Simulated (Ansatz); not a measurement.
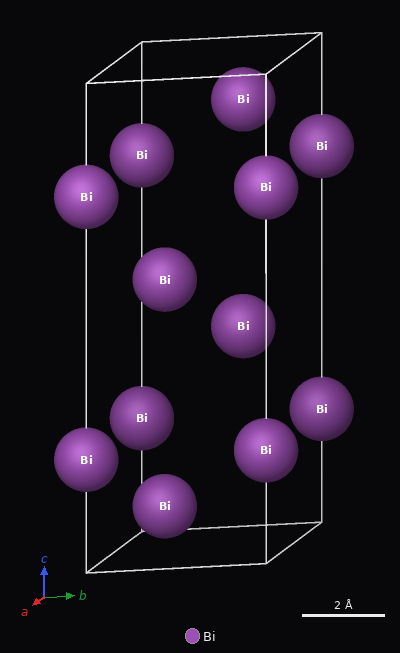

We look at a spheres-only model of the crystal slightly off an axis. The wireframe shows the conventional unit cell.

Q: Count the atoms in the cell.

A: 6 (bismuth), counting shared atoms by their share.

Q: To which lattice type does it belong?

A: Rhombohedral (trigonal R) lattice; the crystal system is trigonal.

Q: State the space group and its number.

A: R-3m (No. 166), with Bi on 6c.

Q: Which prototype does it follow?

A: Α-arsenic (A7) type.

The model was built from a structure type known for this element. Earlier steps of the study may have refined or changed the cell and positions. Ansatz was used for an electronic-structure calculation on it.
